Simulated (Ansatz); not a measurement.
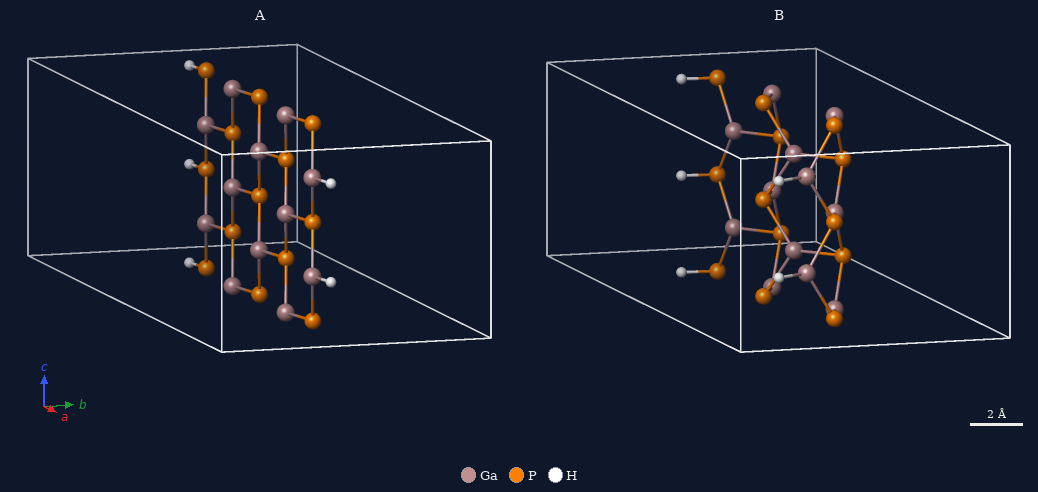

Two geometries of a wire of composition Ga5P5H2, drawn at one scale. One is the start of a relaxation, the other its converged end. A ball-and-stick model of the 2 repeat of the cell, with the vacuum cut short, seen slightly off an axis.

Level of theory: Ansatz, DFT PBE, scalar-relativistic, plane waves, PAW. Settings: plane-wave cutoff 420 eV; k-point mesh 1 × 1 × 14; occupations gaussian; smearing width 0.05 eV; collinear spin; cell relaxed at fixed a, b, alpha, beta, gamma; force threshold 0.02 eV/Å; at most 45 steps.

Q: Which geometry has the lower energy?

A: Structure B is the relaxed one. Case: zigzag ribbon, 5 formula units a period, edges capped with H, edge spins parallel. The largest move relative to the centre of the atoms is that of an H atom, 3.06 Å. Largest moves by element: H 3.06 Å, P 1.72 Å, Ga 1.42 Å. Along the periodic axis the drawn cell goes c 7.795 → 7.637 Å (−2.0 %). Among the contacts that change: Ga–P 2.282 → 2.322 Å, Ga–P 2.282 → 2.298 Å, Ga–H 1.570 → 1.561 Å, H–P 1.420 → 1.429 Å. Among the angles between lasting bonds that change: Ga–P–Ga 117.2° → 100.1°, Ga–P–H 117.2° → 100.2°, Ga–P–Ga 117.2° → 100.8°. Over 25 accepted moves (27 points after the start) the energy falls by 0.690 eV per cell of the calculation. The largest force component goes from 0.46 to 0.017 eV/Å. The line search rejected the trial step at point 18 of the run. The SCF was repeated once at an unchanged geometry on a basis and grid sized afresh for the cell, which shifted the energy by 1.4 meV per cell of the calculation at most. The program noted that the starting moments weren't kept. The run took 24 min on 4 threads of Arm Neoverse V2, with other jobs on the host, peak memory 2.2 GiB.
